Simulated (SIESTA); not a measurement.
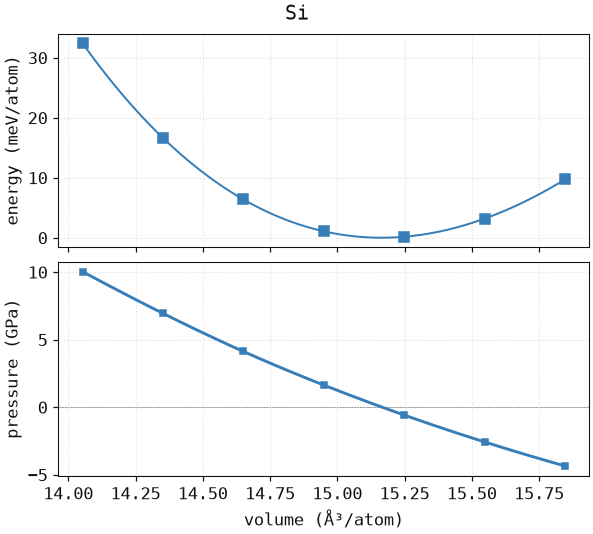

The figure shows the energy and pressure against volume for Si, space group I4_1/amd (No. 141).

Cell as given: a = 3.607 Å, b = 3.607 Å, c = 3.607 Å, α = 97.80°, β = 97.80°, γ = 136.76°; 2 atoms.

Method: DFT in numerical atomic orbitals with pseudopotentials, no spin polarisation; energies at scaled volumes of the given cell, shape and fractions fixed, counted from the fit's minimum, third-order Birch-Murnaghan fit (SIESTA 5.4.2). Level: PBEsol.

```json
{"setting": "k mesh", "value": "11×11×11"}
{"setting": "occupations", "value": "Fermi–Dirac"}
{"setting": "smearing width", "value": "0.05 eV"}
{"setting": "potentials", "value": "PseudoDojo 0.4 standard, converted to PSML, two zetas on semicore shells"}
{"setting": "program settings", "value": "basis DZP, mesh cutoff 500 Ry"}
```

What equilibrium volume and bulk modulus follow from the curve?

A third-order Birch–Murnaghan fit gives V0 = 15.16 Å³/atom, B0 = 110 GPa and B′ = 4.8.

Read off the course of the pressure.

It falls from 10.03 GPa at volume 14.053 Å³/atom to −4.36 GPa at 15.847 Å³/atom, and changes sign near 15.17 Å³/atom.

Limits of the calculation: mulliken charges of long orbitals; shape and atomic fractions are frozen while scaling, which makes layered, chain and framework solids too stiff.
